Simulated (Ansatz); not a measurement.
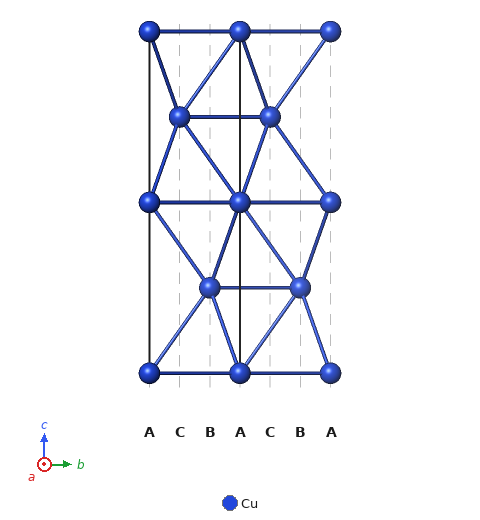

The picture looks along a close-packed row of the hexagonal mesh; c points upwards. The dashed lines mark the three columns A (0, 0), B (1/3, 2/3) and C (2/3, 1/3). The sequence starts with the first layer at or above the cell's origin.

System Cu (space group P6_3/mmc, No. 194); source of the atomic positions: the geometry relaxed with DFT LDA, scalar-relativistic, plane waves, PAW in Ansatz 0.2.0.

Read off the stacking sequence over one period.

Answer. Cu(A) – Cu(B) – Cu(A) – Cu(C) (four layers in 8.13 Å).

Taking all atoms as equal spheres, what packing is it?

Answer. As equal spheres, ABAC: a mixed close packing, (ch) in Jagodzinski's notation.

What short polytype symbol fits?

Answer. Polytype symbol 4H, Ramsdell's symbol (number of layers in the repeat and lattice).
